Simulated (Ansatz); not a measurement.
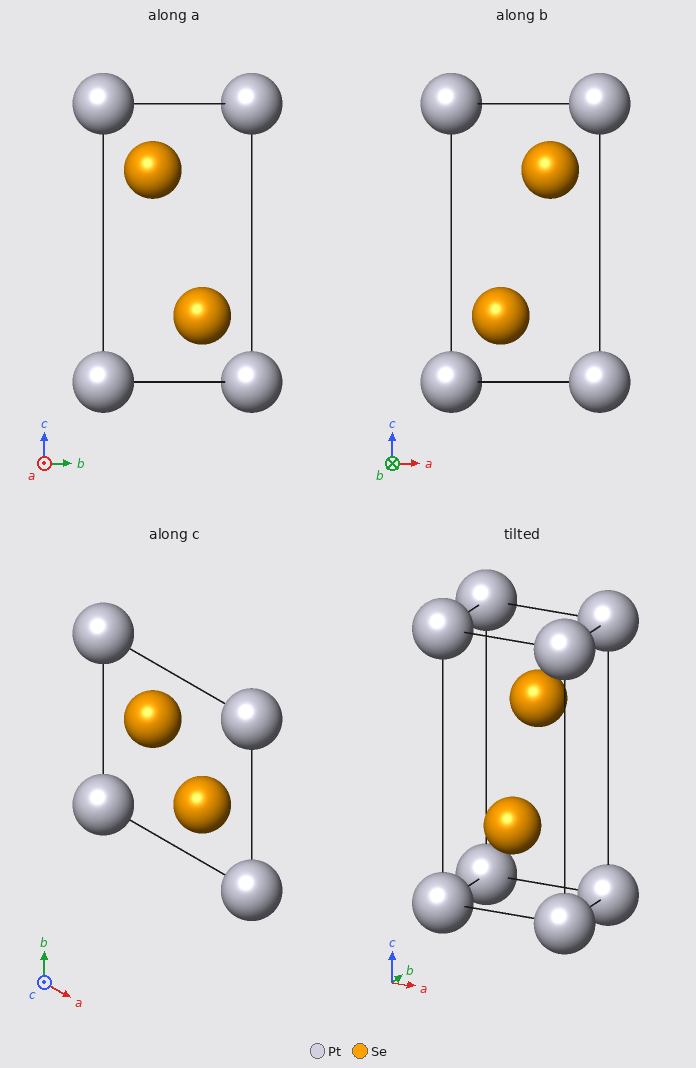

Spheres-only representation of a periodic structure, projected along the a axis, along the b axis, along the c axis and slightly off an axis. One conventional unit cell is framed, with atoms on its boundary repeated.

Lattice parameters: a = 3.5795 Å, b = 3.5795 Å, c = 5.8165 Å, α = 90.000°, β = 90.000°, γ = 120.000°.

> Record the structure as a CIF in P1 with every atom of the cell, with free fractional coordinates to two decimals.

```cif
data_structure
_symmetry_space_group_name_H-M 'P 1'
_symmetry_Int_Tables_number 1
_cell_length_a 3.5795
_cell_length_b 3.5795
_cell_length_c 5.8165
_cell_angle_alpha 90.000
_cell_angle_beta 90.000
_cell_angle_gamma 120.000
_cell_volume 64.54
loop_
_atom_site_label
_atom_site_type_symbol
_atom_site_fract_x
_atom_site_fract_y
_atom_site_fract_z
_atom_site_occupancy
Pt1 Pt 0.00 0.00 0.00 1
Se1 Se 0.3333 0.6667 0.24 1
Se2 Se 0.6667 0.3333 0.76 1
```

The structure comes from a structure type filled with these elements by a generator (whether the compound takes this form wasn't checked). The cell was then strained or its atoms displaced on purpose. It was run through Ansatz as a DFT input.

At this level of theory the run's own cell isn't at rest (compressed, at 6 GPa), so its distances can differ from those at equilibrium, the more so the softer the solid.
